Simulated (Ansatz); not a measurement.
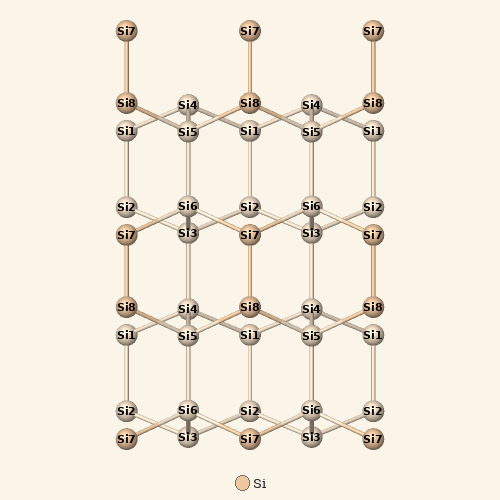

The system is S on a Si(100) slab cut from the P6_3/mmc phase, its upper half relaxed before the scan (8 atoms of substrate and one adsorbate in a 1 × 1 cell); the picture shows it without the atoms that are moved over the map. 
- S is moved over the surface cell at a fixed height above a rigid substrate; the origin of the map has the adsorbate above Si7; the height is held at 2.20 Å.
- Places are given modulo a cell vector. The map is drawn in real space over the plane of the surface.
- Grid: 6 × 6 points; 24 points were computed and 12 follow by symmetry.
- All energies are given in eV relative to the lowest grid point.
- Energies and slopes of some neighbouring points disagree (a jump in structure or state, or too coarse a mesh). The magnetic moment jumps between some neighbouring points. With one adsorbate in each 1 × 1 cell, its nearest image is 3.8 Å away, so neighbouring adsorbates interact. At a fixed height the lowest place need not be the adsorption site.
- Computed with Ansatz 0.2.0, DFT PBE+D3(BJ), scalar-relativistic, plane waves, PAW. Settings: cutoff 420 eV, k-mesh 7×4×1, gaussian smearing 0.05 eV, spin-polarised.

Range: position of S9 along the first surface vector from 0.000 to 0.833; position of S9 along the second surface vector from 0.000 to 0.833.

**Predict the map.**

The lowest grid point is at (0/6, 5/6) of the cell vectors [nearest 2 Si at 2.47 Å]. The highest grid point, (3/6, 2/6) of the cell vectors [nearest 2 Si at 3.32 Å], lies 2.58 eV above the lowest. At the lowest point the adsorbate has 2 Si at 2.47 Å as nearest neighbours, at the highest 2 Si at 3.32 Å.

| second ↓, first → | 0/6 | 1/6 | 2/6 | 3/6 | 4/6 | 5/6 |
| --- | --- | --- | --- | --- | --- | --- |
| 5/6 | 0.00 | 0.40 | 1.33 | 1.87 | 1.33 | 0.40 |
| 4/6 | 0.45 | 0.73 | 1.45 | 1.90 | 1.45 | 0.73 |
| 3/6 | 0.94 | 1.21 | 1.84 | 2.20 | 1.84 | 1.21 |
| 2/6 | 1.57 | 1.79 | 2.31 | 2.58 | 2.31 | 1.79 |
| 1/6 | 1.04 | 1.30 | 1.92 | 2.26 | 1.92 | 1.30 |
| 0/6 | 0.52 | 0.79 | 1.48 | 1.91 | 1.48 | 0.79 |

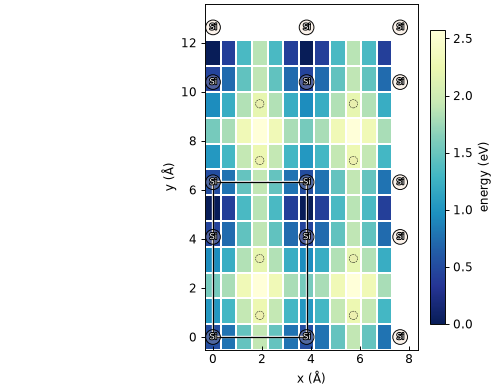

The picture shows one coloured cell a grid point, labelled circles for the atoms of the top layer and small ones for the second layer, the outline of one cell of the 2 × 2 shown.

Time for the 24 points that were run: 34 min on 1 thread of Arm Neoverse V2, with other jobs on the host.

PAW datasets: the set soft_1.
